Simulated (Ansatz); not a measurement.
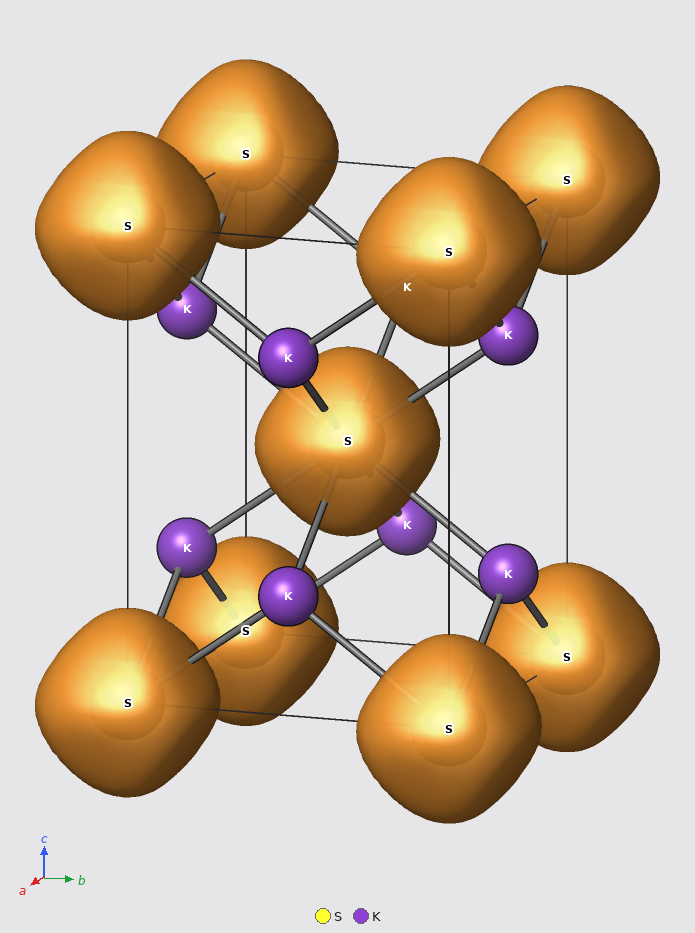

The picture shows: K$_{2}$S. Isosurface of the electron localisation function at 0.75 (orange), seen slightly off an axis. Only the valence region is drawn (cores and ρ < 0.01 e/Å³ removed). Sticks mark near contacts.

Space group I4/mmm; started from the antifluorite prototype, which need not be the ambient phase; changed on purpose from its base cell (uniaxial x strain +1.0%).

These are results of Ansatz, DFT, r2SCAN, plane waves, PAW, not measurements.

```xyz
6
Lattice="0.0000 -3.7028 -3.7028 0.0000 -3.7028 3.7028 -7.4796 0.0000 0.0000" Properties=species:S:1:pos:R:3 pbc="T T T"
S    -3.7398   -3.7028    0.0000
S     0.0000    0.0000    0.0000
K    -5.6097   -1.8514   -1.8514
K    -1.8699   -1.8514    1.8514
K    -1.8699   -1.8514   -1.8514
K    -5.6097   -1.8514    1.8514
```

Question: Where are the electrons localised?

Answer: The surface consists of two regions wrapped around S (the valence shell of each), counted in one cell of 6 atoms. Any copies at cell faces, edges or corners count once. Profiles from the grid: K–S (3.22 Å): the ELF peaks at about 0.85 in the valence shell of S, 0.9 Å from its nucleus, and drops to about 0.05 between the two atoms (a closed-shell, largely ionic contact).
